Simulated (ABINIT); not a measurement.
# Dielectric calculation of SiC (part 2 of 3)

SiC (P6₃mc, 4 atoms in the cell); Kohn-Sham DFT of a periodic cell, PBE, JTH PAW PBE v2.0, no spin polarisation (ABINIT 10.8.3); cutoff 517.02 eV, 8×8×4 k-mesh, fixed occupations. The structure derives from an entry of the Crystallography Open Database.

Geometry of the input (Å; fractional positions):
```
3.0894  0.0000  0.0000
-1.5447  2.6755  0.0000
0.0000  0.0000  5.0702
Si 0.6667  0.3333  0.5046
Si 0.3333  0.6667  0.0046
C  0.6667  0.3333  0.8804
C  0.3333  0.6667  0.3804
```

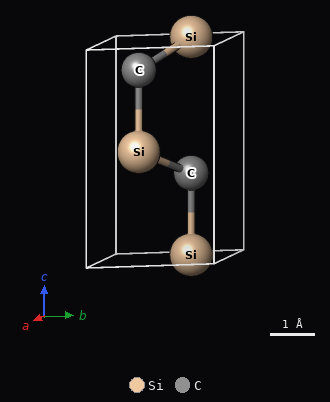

Fig. 1: The input geometry (ball-and-stick view of the cell of the calculation, seen slightly off an axis).

Output, continued
```
 cartesian forces (hartree/bohr) at end:
    1     -0.00000000000000    -0.00000000000000    -0.00017699731508
    2     -0.00000000000000    -0.00000000000000    -0.00017699731508
    3     -0.00000000000000     0.00000000000000     0.00017699731508
    4      0.00000000000000    -0.00000000000000     0.00017699731508
 frms,max,avg= 1.0218945E-04 1.7699732E-04   0.000E+00  0.000E+00  7.920E-05 h/b

 cartesian forces (eV/Angstrom) at end:
    1     -0.00000000000000    -0.00000000000000    -0.00910156788532
    2     -0.00000000000000    -0.00000000000000    -0.00910156788532
    3     -0.00000000000000     0.00000000000000     0.00910156788532
    4      0.00000000000000    -0.00000000000000     0.00910156788532
 frms,max,avg= 5.2547927E-03 9.1015679E-03   0.000E+00  0.000E+00  4.073E-03 e/A
 length scales=  1.000000000000  1.000000000000  1.000000000000 bohr
              =  0.529177210544  0.529177210544  0.529177210544 angstroms
 Fermi (or HOMO) energy (hartree) =   0.28303   Average Vxc (hartree)=  -0.41829
 Eigenvalues (hartree) for nkpt=  20  k points:
 kpt#   1, nband=  8, wtk=  0.00781, kpt=  0.0000  0.0000  0.1250 (reduced coord)
  -0.28135   -0.16681   -0.01614    0.23807    0.23807    0.26513    0.28303    0.28303
 prteigrs : prtvol=0 or 1, do not print more k-points.

--- !EnergyTerms
iteration_state     : {dtset: 1, }
comment             : Components of total free energy in Hartree
kinetic             :  1.01032515317127E+01
hartree             :  2.38806049873254E+00
xc                  : -9.23000604228386E+00
Ewald energy        : -2.08131490474165E+01
psp_core            :  1.03036805877221E+00
local_psp           : -8.15407475811786E+00
PAW spherical_terms :  5.17830846338109E+00
total_energy        : -1.94972412952197E+01
total_energy_eV     : -5.30546963615315E+02
...

--- !EnergyTermsDC
iteration_state     : {dtset: 1, }
comment             : '"Double-counting" decomposition of free energy'
band_energy         :  1.02180307406443E+00
Ewald energy        : -2.08131490474165E+01
psp_core            :  1.03036805877221E+00
xc_dc               : -3.55773770201686E+00
PAW spherical_terms :  2.82147441254264E+00
total_energy_dc     : -1.94972412040541E+01
total_energy_dc_eV  : -5.30546961134572E+02
...

--- !EnergyTermsWithPAWCore
iteration_state     : {dtset: 1, }
comment             : 'Components of total free energy, including PAW core contributions'
Total energy        : -6.56309398805927E+02
Total energy DC     : -6.56309398714761E+02
Total energy (eV)   : -1.78590885477757E+04
Total energy DC (eV): -1.78590885452949E+04
...

 Cartesian components of stress tensor (hartree/bohr^3)
  sigma(1 1)=  1.44890863E-07  sigma(3 2)=  0.00000000E+00
  sigma(2 2)=  1.44872562E-07  sigma(3 1)=  0.00000000E+00
  sigma(3 3)= -1.15665587E-08  sigma(2 1)=  6.77356955E-12

-Cartesian components of stress tensor (GPa)         [Pressure= -2.7283E-03 GPa]
- sigma(1 1)=  4.26283635E-03  sigma(3 2)=  0.00000000E+00
- sigma(2 2)=  4.26229792E-03  sigma(3 1)=  0.00000000E+00
- sigma(3 3)= -3.40299906E-04  sigma(2 1)=  1.99285297E-07

================================================================================
== DATASET  2 ==================================================================

--- !DatasetInfo
iteration_state: {dtset: 2, }
dimensions: {natom: 4, nkpt: 128, mband: 8, nsppol: 1, nspinor: 1, nspden: 1, mpw: 1128, }
cutoff_energies: {ecut:  19.0, pawecutdg:  38.0, }
electrons: {nelect:   1.60000000E+01, charge:   0.00000000E+00, occopt:   1.00000000E+00, tsmear:   1.00000000E-02, }
meta: {optdriver: 1, rfelfd: 2, }
...

 mkfilename : getwfk/=0, take file _WFK from output of DATASET   1.

 Exchange-correlation functional for the present dataset will be:
  GGA: Perdew-Burke-Ernzerhof functional - ixc=11
  J.P.Perdew, K.Burke, M.Ernzerhof, PRL 77, 3865 (1996)

 Real(R)+Recip(G) space primitive vectors, cartesian coordinates (Bohr,Bohr^-1):
 R(1)=  5.8381842  0.0000000  0.0000000  G(1)=  0.1712861  0.0988921  0.0000000
 R(2)= -2.9190921  5.0560158  0.0000000  G(2)=  0.0000000  0.1977842  0.0000000
 R(3)=  0.0000000  0.0000000  9.5813184  G(3)=  0.0000000  0.0000000  0.1043698
 Unit cell volume ucvol=  2.8282089E+02 bohr^3
 Angles (23,13,12)=  9.00000000E+01  9.00000000E+01  1.20000000E+02 degrees
 setup1 : take into account q-point for computing boxcut.

 Coarse grid specifications (used for wave-functions):

 getcut: wavevector=  0.0000  0.0000  0.0000  ngfft=  24  24  40
         ecut(hartree)=     19.000   => boxcut(ratio)=   2.09504

 Fine grid specifications (used for densities):

 getcut: wavevector=  0.0000  0.0000  0.0000  ngfft=  36  36  54
         ecut(hartree)=     38.000   => boxcut(ratio)=   2.03101
--------------------------------------------------------------------------------

 ==>  initialize data related to q vector <==

 The list of irreducible perturbations for this q vector is:
    1)    idir= 1    ipert=   5
    2)    idir= 2    ipert=   5
    3)    idir= 3    ipert=   5

================================================================================

--------------------------------------------------------------------------------
 Perturbation wavevector (in red.coord.)   0.000000  0.000000  0.000000
 Perturbation : derivative vs k along direction   1
 The set of symmetries contains only one element for this perturbation.
 symkpt : not enough symmetry to change the number of k points.

--------------------------------------------------------------------------------

--------------------------------------------------------------------------------

 Initialisation of the first-order wave-functions :
  ireadwf=   0

--- !BeginCycle
iteration_state: {dtset: 2, }
solver: {iscf: -3, nstep: 80, nline: 4, wfoptalg: 10, }
tolerances: {tolwfr: 1.00E-18, }
...

     iter   2DEtotal(Ha)        deltaE(Ha) residm    vres2
-ETOT  1  -23.627928849811     -2.363E+01 3.418E-01 0.000E+00
 ETOT  2  -23.635373656326     -7.445E-03 8.349E-04 0.000E+00
 ETOT  3  -23.635624878447     -2.512E-04 6.971E-05 0.000E+00
 ETOT  4  -23.635651820262     -2.694E-05 7.677E-06 0.000E+00
 ETOT  5  -23.635656550199     -4.730E-06 5.326E-07 0.000E+00
 ETOT  6  -23.635657701708     -1.152E-06 2.482E-07 0.000E+00
 ETOT  7  -23.635658034492     -3.328E-07 8.085E-08 0.000E+00
 ETOT  8  -23.635658139513     -1.050E-07 3.408E-08 0.000E+00
 ETOT  9  -23.635658174364     -3.485E-08 1.226E-08 0.000E+00
 ETOT 10  -23.635658186281     -1.192E-08 5.148E-09 0.000E+00
 ETOT 11  -23.635658190446     -4.165E-09 1.859E-09 0.000E+00
 ETOT 12  -23.635658191925     -1.479E-09 7.785E-10 0.000E+00
 ETOT 13  -23.635658192457     -5.321E-10 2.820E-10 0.000E+00
 ETOT 14  -23.635658192650     -1.931E-10 1.178E-10 0.000E+00
 ETOT 15  -23.635658192721     -7.072E-11 4.281E-11 0.000E+00
 ETOT 16  -23.635658192747     -2.639E-11 1.894E-11 0.000E+00
 ETOT 17  -23.635658192757     -9.695E-12 6.511E-12 0.000E+00
 ETOT 18  -23.635658192761     -3.681E-12 3.065E-12 0.000E+00
 ETOT 19  -23.635658192762     -1.378E-12 9.930E-13 0.000E+00
 ETOT 20  -23.635658192763     -5.365E-13 4.964E-13 0.000E+00
 ETOT 21  -23.635658192763     -1.670E-13 1.519E-13 0.000E+00
 ETOT 22  -23.635658192763     -5.329E-14 8.047E-14 0.000E+00
 ETOT 23  -23.635658192763     -7.105E-14 2.330E-14 0.000E+00
 ETOT 24  -23.635658192763      7.816E-14 1.306E-14 0.000E+00
 ETOT 25  -23.635658192763     -9.237E-14 3.583E-15 0.000E+00
 ETOT 26  -23.635658192763      2.842E-14 2.120E-15 0.000E+00
 ETOT 27  -23.635658192763      1.421E-14 5.523E-16 0.000E+00
 ETOT 28  -23.635658192763      0.000E+00 3.445E-16 0.000E+00
 ETOT 29  -23.635658192763      1.421E-14 8.526E-17 0.000E+00
 ETOT 30  -23.635658192763     -2.487E-14 5.604E-17 0.000E+00
 ETOT 31  -23.635658192763      2.487E-14 1.318E-17 0.000E+00
 ETOT 32  -23.635658192763     -1.066E-14 9.124E-18 0.000E+00
 ETOT 33  -23.635658192763      1.421E-14 2.039E-18 0.000E+00
 ETOT 34  -23.635658192763     -2.842E-14 9.924E-19 0.000E+00

 At SCF step   34   max residual=  9.92E-19 < tolwfr=  1.00E-18 =>converged.
================================================================================

 ----iterations are completed or convergence reached----

 Mean square residual over all n,k,spin=   54.988E-20; max=  99.242E-20
 dfpt_looppert : ek2=    4.9418876266E+01
          f-sum rule ratio=    9.9960579389E-01 (note : ecutsm/=0)
 Expectation of eigenvalue derivatives (hartree) for nkpt= 128  k points:
  (in case of degenerate eigenvalues, averaged derivative)
 kpt#   1, nband=  8, wtk=  0.00781, kpt=  0.0000  0.0000  0.1250 (reduced coord)
  -0.00000    0.00000   -0.00000    0.00000    0.00000    0.00000    0.00000    0.00000
 prteigrs : prtvol=0 or 1, do not print more k-points.

 2DEtotal=   -0.2363565819E+02 Ha. Also 2DEtotal=   -0.643159024261E+03 eV
    (  non-var. 2DEtotal :   -2.3635658192E+01 Ha)

--------------------------------------------------------------------------------
 Perturbation wavevector (in red.coord.)   0.000000  0.000000  0.000000
 Perturbation : derivative vs k along direction   2
 The set of symmetries contains only one element for this perturbation.
 symkpt : not enough symmetry to change the number of k points.

--------------------------------------------------------------------------------

--------------------------------------------------------------------------------

 Initialisation of the first-order wave-functions :
  ireadwf=   0

--- !BeginCycle
iteration_state: {dtset: 2, }
solver: {iscf: -3, nstep: 80, nline: 4, wfoptalg: 10, }
tolerances: {tolwfr: 1.00E-18, }
...

     iter   2DEtotal(Ha)        deltaE(Ha) residm    vres2
-ETOT  1  -23.627914043990     -2.363E+01 3.418E-01 0.000E+00
 ETOT  2  -23.635373415495     -7.459E-03 8.348E-04 0.000E+00
 ETOT  3  -23.635624716397     -2.513E-04 6.971E-05 0.000E+00
 ETOT  4  -23.635651634999     -2.692E-05 7.675E-06 0.000E+00
 ETOT  5  -23.635656361380     -4.726E-06 5.326E-07 0.000E+00
 ETOT  6  -23.635657512461     -1.151E-06 2.481E-07 0.000E+00
 ETOT  7  -23.635657845160     -3.327E-07 8.085E-08 0.000E+00
 ETOT  8  -23.635657950178     -1.050E-07 3.408E-08 0.000E+00
 ETOT  9  -23.635657985036     -3.486E-08 1.226E-08 0.000E+00
 ETOT 10  -23.635657996956     -1.192E-08 5.148E-09 0.000E+00
 ETOT 11  -23.635658001123     -4.167E-09 1.859E-09 0.000E+00
 ETOT 12  -23.635658002602     -1.479E-09 7.785E-10 0.000E+00
 ETOT 13  -23.635658003134     -5.323E-10 2.820E-10 0.000E+00
 ETOT 14  -23.635658003328     -1.934E-10 1.178E-10 0.000E+00
 ETOT 15  -23.635658003399     -7.092E-11 4.281E-11 0.000E+00
 ETOT 16  -23.635658003425     -2.624E-11 1.894E-11 0.000E+00
 ETOT 17  -23.635658003434     -9.688E-12 6.511E-12 0.000E+00
 ETOT 18  -23.635658003438     -3.627E-12 3.065E-12 0.000E+00
 ETOT 19  -23.635658003440     -1.460E-12 9.930E-13 0.000E+00
 ETOT 20  -23.635658003440     -4.690E-13 4.964E-13 0.000E+00
 ETOT 21  -23.635658003440     -2.380E-13 1.519E-13 0.000E+00
 ETOT 22  -23.635658003440     -4.263E-14 8.047E-14 0.000E+00
 ETOT 23  -23.635658003440     -3.553E-15 2.330E-14 0.000E+00
 ETOT 24  -23.635658003440     -6.395E-14 1.306E-14 0.000E+00
 ETOT 25  -23.635658003440     -2.132E-14 3.583E-15 0.000E+00
 ETOT 26  -23.635658003440      6.040E-14 2.120E-15 0.000E+00
 ETOT 27  -23.635658003440     -7.105E-15 5.523E-16 0.000E+00
 ETOT 28  -23.635658003440      0.000E+00 3.445E-16 0.000E+00
 ETOT 29  -23.635658003440     -7.105E-15 8.527E-17 0.000E+00
 ETOT 30  -23.635658003440      6.395E-14 5.604E-17 0.000E+00
 ETOT 31  -23.635658003440      3.553E-14 1.318E-17 0.000E+00
 ETOT 32  -23.635658003440     -1.421E-14 9.125E-18 0.000E+00
 ETOT 33  -23.635658003440     -3.553E-15 2.041E-18 0.000E+00
 ETOT 34  -23.635658003440      1.421E-14 9.997E-19 0.000E+00

 At SCF step   34   max residual=  1.00E-18 < tolwfr=  1.00E-18 =>converged.
================================================================================

 ----iterations are completed or convergence reached----

 Mean square residual over all n,k,spin=   55.098E-20; max=  99.969E-20
 dfpt_looppert : ek2=    4.9418876000E+01
          f-sum rule ratio=    9.9960579165E-01 (note : ecutsm/=0)
 Expectation of eigenvalue derivatives (hartree) for nkpt= 128  k points:
  (in case of degenerate eigenvalues, averaged derivative)
 kpt#   1, nband=  8, wtk=  0.00781, kpt=  0.0000  0.0000  0.1250 (reduced coord)
   0.00000    0.00000    0.00000    0.00000    0.00000   -0.00000   -0.00000   -0.00000
 prteigrs : prtvol=0 or 1, do not print more k-points.

 2DEtotal=   -0.2363565800E+02 Ha. Also 2DEtotal=   -0.643159019110E+03 eV
    (  non-var. 2DEtotal :   -2.3635658002E+01 Ha)

--------------------------------------------------------------------------------
 Perturbation wavevector (in red.coord.)   0.000000  0.000000  0.000000
 Perturbation : derivative vs k along direction   3
 The set of symmetries contains only one element for this perturbation.
 symkpt : not enough symmetry to change the number of k points.

--------------------------------------------------------------------------------

--------------------------------------------------------------------------------

 Initialisation of the first-order wave-functions :
  ireadwf=   0

--- !BeginCycle
iteration_state: {dtset: 2, }
solver: {iscf: -3, nstep: 80, nline: 4, wfoptalg: 10, }
tolerances: {tolwfr: 1.00E-18, }
...

     iter   2DEtotal(Ha)        deltaE(Ha) residm    vres2
-ETOT  1  -6.5687657796295     -6.569E+00 3.317E-01 0.000E+00
 ETOT  2  -6.5708985338631     -2.133E-03 1.207E-04 0.000E+00
 ETOT  3  -6.5709774030450     -7.887E-05 7.003E-04 0.000E+00
 ETOT  4  -6.5709867565777     -9.354E-06 6.566E-06 0.000E+00
 ETOT  5  -6.5709884098024     -1.653E-06 1.526E-05 0.000E+00
 ETOT  6  -6.5709887805166     -3.707E-07 4.479E-07 0.000E+00
 ETOT  7  -6.5709888743328     -9.382E-08 8.620E-07 0.000E+00
 ETOT  8  -6.5709889001082     -2.578E-08 3.519E-08 0.000E+00
 ETOT  9  -6.5709889075944     -7.486E-09 7.300E-08 0.000E+00
 ETOT 10  -6.5709889098712     -2.277E-09 2.837E-09 0.000E+00
 ETOT 11  -6.5709889105891     -7.179E-10 5.927E-09 0.000E+00
 ETOT 12  -6.5709889108224     -2.333E-10 2.269E-10 0.000E+00
 ETOT 13  -6.5709889109000     -7.766E-11 4.748E-10 0.000E+00
 ETOT 14  -6.5709889109264     -2.634E-11 1.794E-11 0.000E+00
 ETOT 15  -6.5709889109355     -9.106E-12 3.776E-11 0.000E+00
 ETOT 16  -6.5709889109387     -3.183E-12 1.405E-12 0.000E+00
 ETOT 17  -6.5709889109398     -1.129E-12 2.986E-12 0.000E+00
 ETOT 18  -6.5709889109402     -4.237E-13 1.598E-13 0.000E+00
 ETOT 19  -6.5709889109403     -1.101E-13 2.350E-13 0.000E+00
 ETOT 20  -6.5709889109404     -8.971E-14 2.337E-14 0.000E+00
 ETOT 21  -6.5709889109404     -1.776E-14 1.841E-14 0.000E+00
 ETOT 22  -6.5709889109404     -2.665E-15 3.424E-15 0.000E+00
 ETOT 23  -6.5709889109405     -8.882E-15 1.436E-15 0.000E+00
 ETOT 24  -6.5709889109405     -7.994E-15 5.025E-16 0.000E+00
 ETOT 25  -6.5709889109405      7.105E-15 1.979E-16 0.000E+00
 ETOT 26  -6.5709889109405     -1.776E-15 7.385E-17 0.000E+00
 ETOT 27  -6.5709889109405      0.000E+00 2.919E-17 0.000E+00
 ETOT 28  -6.5709889109405     -1.510E-14 1.087E-17 0.000E+00
 ETOT 29  -6.5709889109405      1.954E-14 4.308E-18 0.000E+00
 ETOT 30  -6.5709889109405     -1.155E-14 1.601E-18 0.000E+00
 ETOT 31  -6.5709889109405      1.776E-15 9.846E-19 0.000E+00
```
